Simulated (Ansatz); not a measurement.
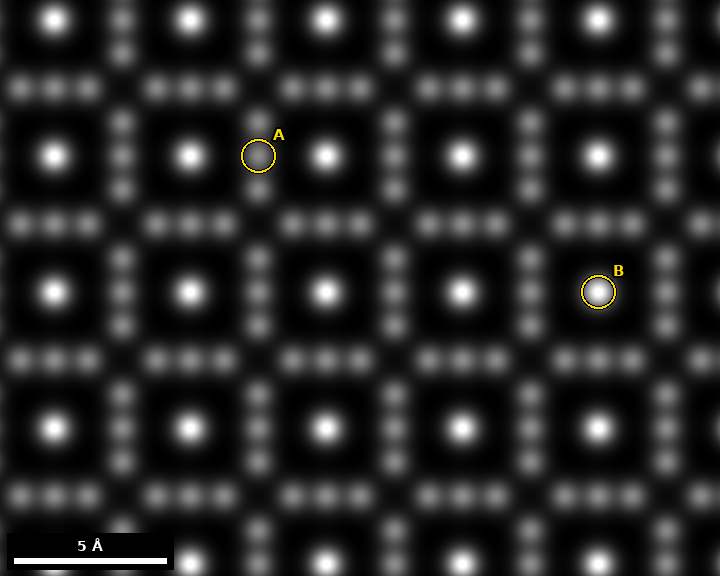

iDPC-like image of Co (Pm-3n, No. 223) along [001]. Simulated as the projected potential of neutral atoms (B = 0.5 Å²) blurred by a 0.59 Å probe, the thin-sample limit of integrated differential phase contrast. Structure used: the end point of a relaxation with DFT PBE, scalar-relativistic, plane waves, PAW in Ansatz; the starting structure was generated, so it need not be a known form of this composition.

```cif
data_structure
_symmetry_space_group_name_H-M 'P 1'
_symmetry_Int_Tables_number 1
_cell_length_a 4.4639
_cell_length_b 4.4639
_cell_length_c 4.4639
_cell_angle_alpha 90.000
_cell_angle_beta 90.000
_cell_angle_gamma 90.000
_cell_volume 88.95
loop_
_atom_site_label
_atom_site_type_symbol
_atom_site_fract_x
_atom_site_fract_y
_atom_site_fract_z
_atom_site_occupancy
Co1 Co 0.50000 0.50000 0.50000 1
Co2 Co 0.00000 0.00000 0.00000 1
Co3 Co 0.25000 0.00000 0.50000 1
Co4 Co 0.50000 0.25000 0.00000 1
Co5 Co 0.50000 0.75000 0.00000 1
Co6 Co 0.75000 0.00000 0.50000 1
Co7 Co 0.00000 0.50000 0.75000 1
Co8 Co 0.00000 0.50000 0.25000 1
```

> Which atoms make up the marked columns?

A: Co (1 Co per 4.46 Å along the beam; about 50 % of the brightest peak). B: Co (2 Co per 4.46 Å along the beam; the brightest kind). Brightness is counted from the darkest point of the image.
